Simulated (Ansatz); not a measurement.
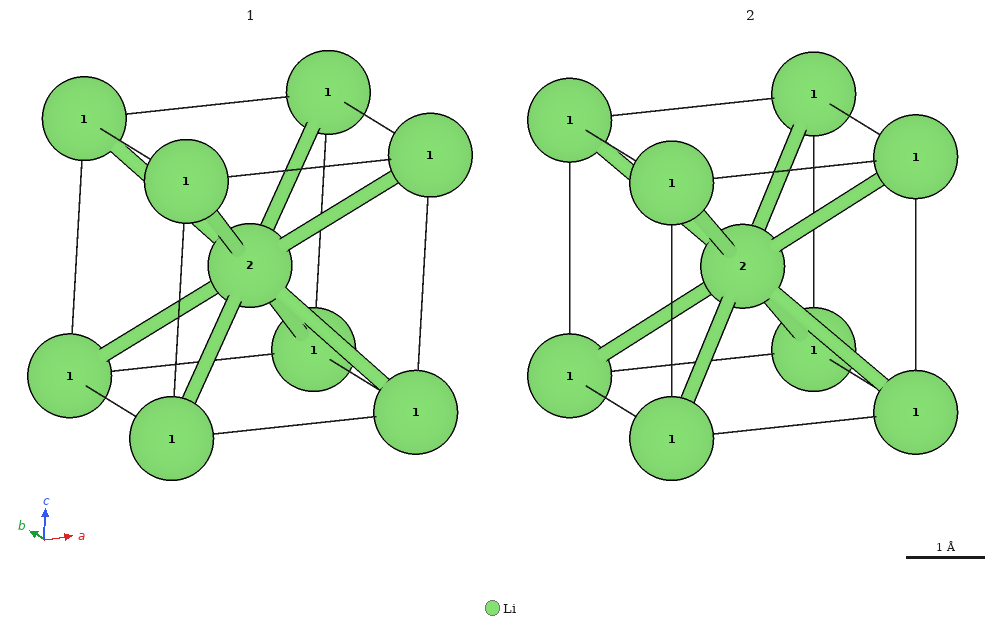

Two geometries of solid Li (set up in Im-3m): one is the relaxed structure, the other was perturbed away from it. The picture is a ball-and-stick view of the cell of the calculation, seen slightly off an axis.

Computed with DFT PBE, scalar-relativistic, plane waves, PAW in Ansatz. Settings: plane-wave cutoff 420 eV; k-point mesh 16 × 16 × 16; occupations gaussian; smearing width 0.1 eV; no spin polarisation.

Q: Which one is perturbed?

A: Structure 1 is the perturbed one. Shear of c along a, +6.0 %, is applied. Symmetry leaves the atoms no freedom, so this is a single point. The energy rises by 2.4 meV per atom. Pressure: 0.0 GPa before, 0.0 GPa after. The principal stresses (compression positive) are 0.7 GPa along [1 0 −1], 0.1 GPa along b, −0.7 GPa along [1 0 1]. All forces vanish by symmetry. It is metallic before and after. Some distances before and after: Li–Li 2.973 → 2.914 to 3.033 Å. The space group (tolerance 0.01 Å) goes from Im-3m (No. 229) to Fmmm (No. 69).
